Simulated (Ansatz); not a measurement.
## Single-point calculation, with input and output: Hf15O32 (part 2 of 2)

Continued. System: Hf15O32 (defect cell, 47 atoms in the cell). Method: DFT PBE, scalar-relativistic, plane waves, PAW, spin-polarised (Ansatz 0.2.0); cutoff 420 eV, 2×2×2 k-mesh, Gaussian smearing of 0.05 eV, collinear spins. The structure derives from an entry of the Crystallography Open Database.

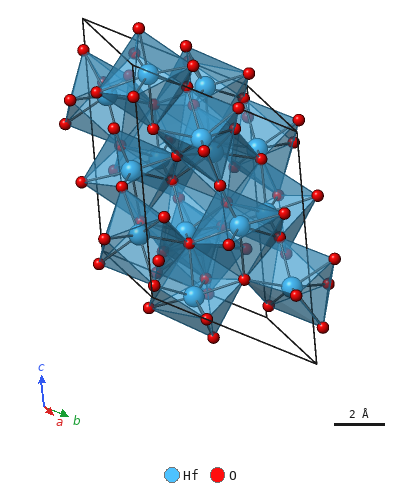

Fig. 1: The structure (polyhedral view of the cell of the calculation, seen slightly off an axis; polyhedra are completed across the faces of the cell). An atom can appear more than once, as a periodic image.

Output, continued:
```
  k-point 0 ↑: bands = ["-47.3385", "-47.3234", "-47.3184", "-47.2979", "-47.2939", "-47.2811", "-47.2316", "-47.2286", "-47.1900", "-47.1535", ... 99 levels left out ..., "2.8253", "2.8292", "2.8304", "2.8312", "2.8353", "2.8375", "2.8386", "2.8400", "2.8432", "2.8448", "2.8482", "2.8497", "2.8524", "2.8534", "2.8559", "2.8567", "2.8597", "2.8622", "2.8626", "2.8681", "2.8708", "2.8728", "2.8790", "2.8797", "2.8845", "2.8940", "2.9021", "2.9043", "2.9079",
      "2.9086", "2.9105", "2.9125", "2.9168", "2.9250", "2.9258", "2.9305", "2.9317", "2.9364", "2.9437", "2.9467", "2.9487", "2.9548", "2.9613", "2.9631", "2.9672", "2.9693", "2.9759", "2.9784", "2.9807", "2.9886", "2.9921", "2.9937", "2.9946", "3.0004", "3.0025", "3.0078", "3.0100", "3.0117", "3.0123", "3.0188", "3.0219", "3.0247", "3.0273", "3.0286", "3.0297", "3.0323", "3.0346", "3.0354", "3.0379",
      "3.0420", "3.0425", "3.0451", "3.0490", "3.0518", "3.0557", "3.0569", "3.0599", "3.0643", "3.0673", "3.0695", "3.0712", "3.0742", "3.0785", "3.0812", "3.0853", "3.0958", "3.1065", "3.1159", "7.7155", "7.7706", "8.2236", "8.2856", "8.3421", "8.4260", "8.4549", "8.4938", "8.5899", "8.5967", "8.6665", "8.6794", "8.6986", "8.7500", "8.8430", "8.8756", "8.9251", "8.9466", "8.9944", "9.0451", "9.1234",
      "9.1549", "9.1686", "9.2332", "9.3081", "9.3618", "9.4091", "9.4823", "9.5305", "9.5732", "9.7045", "9.7794", "9.8389", "9.9039", "9.9507", "9.9996", "10.0259", "10.1011", "10.1412", "10.2121", "10.2397", "10.3289", "10.3739", "10.4144", "10.4367", "10.5195", "10.5864", "10.6596", "10.7037", "10.7477", "10.8002", "10.9375", "10.9554", "10.9823", "11.0525", "11.0842", "11.1263", "11.1964", "11.2226", "11.2537", "11.3026",
      "11.3522", "11.3701", "11.4210", "11.4527", "11.5509", "11.5634", "11.6170", "11.6417", "11.6529", "11.7141", "11.7814", "11.7950", "11.8091", "11.8751", "11.9022", "11.9427", "11.9727", "12.0173", "12.0193", "12.1004", "12.1752", "12.1851", "12.2370", "12.2872", "12.3267", "12.3431", "12.4212", "12.4633", "12.5313", "12.5655", "12.6258", "12.6783", "12.7214", "12.8576", "12.9151", "17.6264", "17.6633", "17.8122", "17.9130", "17.9923",
      "18.1366", "18.2740", "18.3261", "18.3823", "18.3906", "18.4817", "18.5139", "18.5889", "18.6783", "18.7283", "18.7534"]
  k-point 1 ↑: bands = ["-47.3385", "-47.3234", "-47.3184", "-47.2978", "-47.2939", "-47.2811", "-47.2316", "-47.2286", "-47.1900", "-47.1535", ... 99 levels left out ..., "2.8252", "2.8290", "2.8306", "2.8319", "2.8356", "2.8373", "2.8383", "2.8401", "2.8435", "2.8448", "2.8486", "2.8488", "2.8523", "2.8540", "2.8561", "2.8570", "2.8599", "2.8613", "2.8625", "2.8677", "2.8708", "2.8729", "2.8788", "2.8806", "2.8834", "2.8938", "2.9018", "2.9044", "2.9073",
      "2.9084", "2.9115", "2.9128", "2.9169", "2.9241", "2.9258", "2.9304", "2.9318", "2.9370", "2.9447", "2.9471", "2.9490", "2.9540", "2.9607", "2.9625", "2.9663", "2.9713", "2.9769", "2.9785", "2.9809", "2.9888", "2.9930", "2.9942", "2.9951", "3.0003", "3.0027", "3.0077", "3.0102", "3.0114", "3.0123", "3.0193", "3.0224", "3.0244", "3.0274", "3.0288", "3.0293", "3.0322", "3.0352", "3.0359", "3.0381",
      "3.0411", "3.0427", "3.0454", "3.0492", "3.0536", "3.0548", "3.0574", "3.0588", "3.0646", "3.0684", "3.0687", "3.0707", "3.0777", "3.0805", "3.0815", "3.0838", "3.0964", "3.1039", "3.1169", "7.8278", "7.9358", "8.1327", "8.1707", "8.1831", "8.2433", "8.2851", "8.3156", "8.4034", "8.4655", "8.5293", "8.6270", "8.7610", "8.7741", "8.8322", "8.8695", "8.9664", "9.0237", "9.1097", "9.2017", "9.2127",
      "9.2486", "9.2801", "9.3171", "9.3703", "9.4143", "9.4887", "9.5136", "9.6272", "9.6819", "9.7332", "9.7427", "9.7881", "9.8709", "9.9024", "9.9642", "10.0131", "10.1071", "10.1537", "10.1803", "10.2814", "10.3163", "10.4068", "10.4600", "10.5159", "10.6032", "10.7309", "10.7624", "10.7973", "10.8389", "10.9105", "10.9346", "10.9507", "11.0057", "11.0488", "11.0762", "11.1176", "11.1334", "11.1783", "11.2486", "11.2997",
      "11.3173", "11.3811", "11.4052", "11.4471", "11.4974", "11.5431", "11.5862", "11.6202", "11.6551", "11.6916", "11.7289", "11.7959", "11.8243", "11.8335", "11.8893", "11.9085", "11.9548", "12.0042", "12.0394", "12.0692", "12.1241", "12.1554", "12.2408", "12.2801", "12.3492", "12.3748", "12.4116", "12.4196", "12.4727", "12.5099", "12.5271", "12.6106", "12.7411", "12.7914", "12.8733", "17.7467", "17.7937", "17.8619", "17.9550", "17.9967",
      "18.0192", "18.1257", "18.3259", "18.3881", "18.4077", "18.4417", "18.5274", "18.5769", "18.6224", "18.6371", "18.8143"]
  k-point 2 ↑: bands = ["-47.3385", "-47.3233", "-47.3183", "-47.2986", "-47.2933", "-47.2811", "-47.2316", "-47.2286", "-47.1900", "-47.1535", ... 99 levels left out ..., "2.8274", "2.8288", "2.8318", "2.8328", "2.8334", "2.8341", "2.8398", "2.8421", "2.8434", "2.8454", "2.8460", "2.8475", "2.8529", "2.8545", "2.8564", "2.8574", "2.8591", "2.8612", "2.8629", "2.8684", "2.8700", "2.8742", "2.8776", "2.8795", "2.8847", "2.8950", "2.9023", "2.9044", "2.9077",
      "2.9084", "2.9109", "2.9132", "2.9161", "2.9227", "2.9263", "2.9290", "2.9325", "2.9356", "2.9456", "2.9477", "2.9500", "2.9545", "2.9607", "2.9640", "2.9662", "2.9693", "2.9762", "2.9781", "2.9809", "2.9896", "2.9922", "2.9938", "2.9947", "3.0003", "3.0018", "3.0075", "3.0102", "3.0114", "3.0133", "3.0189", "3.0217", "3.0226", "3.0267", "3.0290", "3.0306", "3.0338", "3.0354", "3.0367", "3.0373",
      "3.0417", "3.0436", "3.0463", "3.0470", "3.0529", "3.0548", "3.0577", "3.0595", "3.0641", "3.0664", "3.0682", "3.0714", "3.0762", "3.0782", "3.0810", "3.0866", "3.0959", "3.1067", "3.1147", "8.0492", "8.1099", "8.1530", "8.1739", "8.1910", "8.2422", "8.3282", "8.3528", "8.4352", "8.4981", "8.5439", "8.6373", "8.7195", "8.7425", "8.7763", "8.8022", "8.8429", "8.9323", "8.9867", "9.0357", "9.1579",
      "9.1797", "9.2129", "9.3253", "9.3505", "9.3771", "9.4460", "9.5581", "9.5785", "9.6759", "9.7042", "9.7449", "9.7854", "9.8074", "9.8853", "9.9313", "10.0136", "10.0385", "10.2357", "10.3223", "10.3535", "10.3866", "10.5025", "10.5276", "10.5735", "10.6487", "10.6556", "10.6908", "10.7317", "10.8354", "10.8952", "10.9324", "10.9558", "10.9966", "11.0309", "11.0961", "11.1514", "11.2013", "11.2159", "11.2721", "11.2987",
      "11.3478", "11.3645", "11.4788", "11.4885", "11.5083", "11.5504", "11.5559", "11.5825", "11.6381", "11.6611", "11.7402", "11.7484", "11.7957", "11.8168", "11.9087", "11.9567", "11.9954", "12.0081", "12.0580", "12.0667", "12.1309", "12.1652", "12.2163", "12.2487", "12.3143", "12.3525", "12.3983", "12.4662", "12.4815", "12.5494", "12.6163", "12.6959", "12.7106", "12.7380", "12.7907", "17.5241", "17.7039", "17.8980", "17.9796", "18.0621",
      "18.1219", "18.1854", "18.2312", "18.2705", "18.4075", "18.5461", "18.6312", "18.6890", "18.7341", "18.7679", "18.8376"]
  k-point 7 ↓: bands = ["-47.3463", "-47.3281", "-47.3214", "-47.3022", "-47.2955", "-47.2830", "-47.2387", "-47.2299", "-47.1909", "-47.1596", ... 99 levels left out ..., "2.8281", "2.8298", "2.8321", "2.8326", "2.8338", "2.8349", "2.8400", "2.8421", "2.8434", "2.8455", "2.8468", "2.8486", "2.8528", "2.8541", "2.8562", "2.8582", "2.8602", "2.8615", "2.8634", "2.8692", "2.8713", "2.8752", "2.8780", "2.8811", "2.8857", "2.8946", "2.9022", "2.9041", "2.9072",
      "2.9086", "2.9113", "2.9131", "2.9173", "2.9231", "2.9265", "2.9288", "2.9347", "2.9366", "2.9464", "2.9489", "2.9503", "2.9560", "2.9612", "2.9632", "2.9662", "2.9696", "2.9763", "2.9798", "2.9830", "2.9907", "2.9932", "2.9940", "2.9973", "3.0009", "3.0018", "3.0043", "3.0105", "3.0123", "3.0145", "3.0200", "3.0213", "3.0257", "3.0258", "3.0298", "3.0324", "3.0336", "3.0345", "3.0357", "3.0374",
      "3.0422", "3.0424", "3.0465", "3.0480", "3.0550", "3.0557", "3.0576", "3.0588", "3.0656", "3.0658", "3.0688", "3.0713", "3.0791", "3.0802", "3.0816", "3.0859", "3.0963", "3.1065", "3.1197", "7.5844", "8.0419", "8.1021", "8.1293", "8.3190", "8.4343", "8.5394", "8.6509", "8.6874", "8.7011", "8.7323", "8.7861", "8.8096", "8.8400", "8.9317", "8.9523", "9.0324", "9.1015", "9.1395", "9.2080", "9.2297",
      "9.2765", "9.3721", "9.4806", "9.5305", "9.5591", "9.5833", "9.6508", "9.7164", "9.7362", "9.8315", "9.8598", "9.8867", "9.9434", "10.0830", "10.1368", "10.1551", "10.2844", "10.3354", "10.3639", "10.4453", "10.4879", "10.4913", "10.5550", "10.6266", "10.6674", "10.7165", "10.7683", "10.8046", "10.8563", "10.8727", "10.9746", "11.0406", "11.1115", "11.1246", "11.1801", "11.2023", "11.2334", "11.3199", "11.3510", "11.4784",
      "11.4887", "11.5383", "11.5870", "11.6589", "11.6719", "11.7090", "11.8433", "11.9119", "11.9324", "11.9592", "11.9736", "12.0202", "12.0521", "12.0661", "12.0962", "12.1514", "12.2085", "12.2339", "12.3214", "12.3502", "12.3823", "12.4240", "12.4567", "12.5068", "12.5587", "12.5952", "12.6840", "12.7441", "12.8270", "12.8826", "13.0115", "13.1169", "13.2300", "13.4270", "13.6037", "17.3256", "17.8024", "17.9138", "18.0026", "18.0548",
      "18.1892", "18.2779", "18.3335", "18.3768", "18.5048", "18.5164", "18.5383", "18.6647", "18.7174", "18.7475", "18.7975"]
--- Löwdin populations: 47 sites ---
  site symbol       q [e]    m [muB]
     0     Hf     24.5740    -0.0126
     1     Hf     24.5806    -0.0061
     2     Hf     24.5828    -0.0091
     3     Hf     24.5975    -0.0307
     4     Hf     24.5654    -0.0178
     5     Hf     24.5775    -0.0239
     6     Hf     24.5650    -0.0198
     7     Hf     24.5599    -0.0080
     8     Hf     24.5825    -0.0200
     9     Hf     24.5744    -0.0048
    10     Hf     24.5654    -0.0353
    11     Hf     24.5618    -0.0268
    12     Hf     24.5822    -0.0291
    13     Hf     24.5811    -0.0076
    14     Hf     24.5833    -0.0074
    15      O      6.5975     0.1747
    16      O      6.6667     0.0149
    17      O      6.6742     0.0278
    18      O      6.6796     0.0109
    19      O      6.6278     0.0819
    20      O      6.6783     0.0314
    21      O      6.6710     0.0112
    22      O      6.6793     0.0281
    23      O      6.6715     0.0180
    24      O      6.5471     0.3406
    25      O      6.6797     0.0079
    26      O      6.6666     0.0273
    27      O      6.6204     0.0415
    28      O      6.6712     0.0080
    29      O      6.6651     0.0083
    30      O      6.6443     0.1795
    31      O      6.4616     0.6664
    32      O      6.5508     0.3907
    33      O      6.6334     0.0426
    34      O      6.6425     0.0305
    35      O      6.6060     0.1638
    36      O      6.6149     0.0724
    37      O      6.4323     0.7349
    38      O      6.6521     0.0236
    39      O      6.6423     0.0863
    40      O      6.6343     0.0928
    41      O      6.6318     0.0259
    42      O      6.5877     0.2249
    43      O      6.6268     0.0625
    44      O      6.4752     0.5631
    45      O      6.6546     0.0448
    46      O      6.6380     0.0352
  spilling = 0.002477 (of n_electrons = 582.000000)
--- Band densities, each state counted as filled ---
  window                                       electrons  max residual (eV)  cut levels
  e_range: [-0.25, 0.25]             0.875000 + 4.500000             3.6e-6           0
  e_range: [-1.2, 0]               22.125000 + 22.875000             4.9e-6           0
  e_range: [0, 1.2]                  0.000000 + 4.000000             4.2e-6           0
```

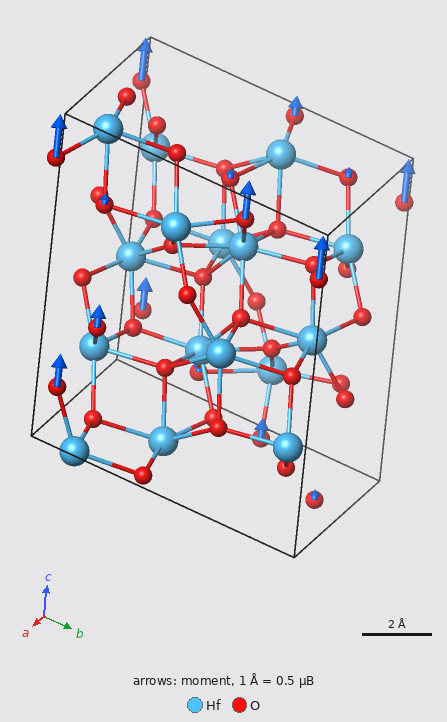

Fig. 2: Magnetic moments of the sites as blue arrows (ball-and-stick view of the cell of the calculation, seen slightly off an axis); small moments hardly show. The run is collinear, so the axis drawn is arbitrary. Site moments: O38 (0.64 μB); O32 (0.58 μB); O45 (0.49 μB); O33 (0.34 μB); O25 (0.30 μB); O43 (0.20 μB); O31 (0.17 μB), among others. They are counted near the atoms and needn't add up to the moment of the cell. Atoms are counted from 1 in the order of the input.

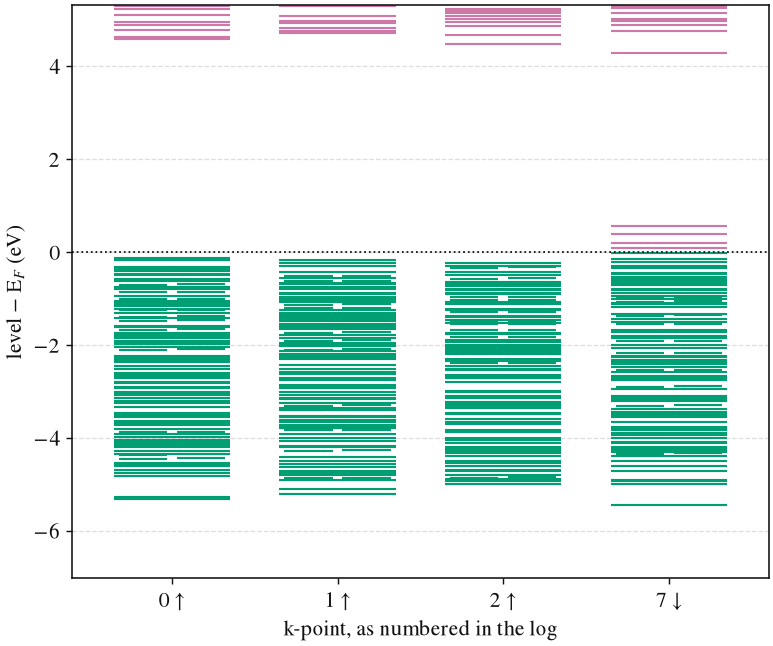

Fig. 3: Kohn–Sham levels near the Fermi level (dotted) at the few k-points that the log prints; levels within 0.02 eV of each other stand side by side. Among these points the highest filled and lowest empty levels are 0.11 eV apart; the gap on the full mesh, 0.06 eV, has an edge at a point that isn't printed.

Results in brief:

| quantity | value |
| --- | --- |
| outcome | converged |
| electrons treated | 582 |
| free energy | −254048.9923 eV |
| Fermi energy | 13.042 eV |
| gap on the k-point mesh | 0.06 eV |
| net moment of the cell | 4.00 μB |
| integrated absolute moment | 4.40 μB |
| largest force (length of the vector) | 0.029 eV/Å |
| wall time | 4.8 min (CPU time 19 min) |
| peak memory | 5.1 GiB |

Remarks:

Notes on the run: the state was not tested for a lower one. Spin–orbit coupling is left out, which matters for Hf.
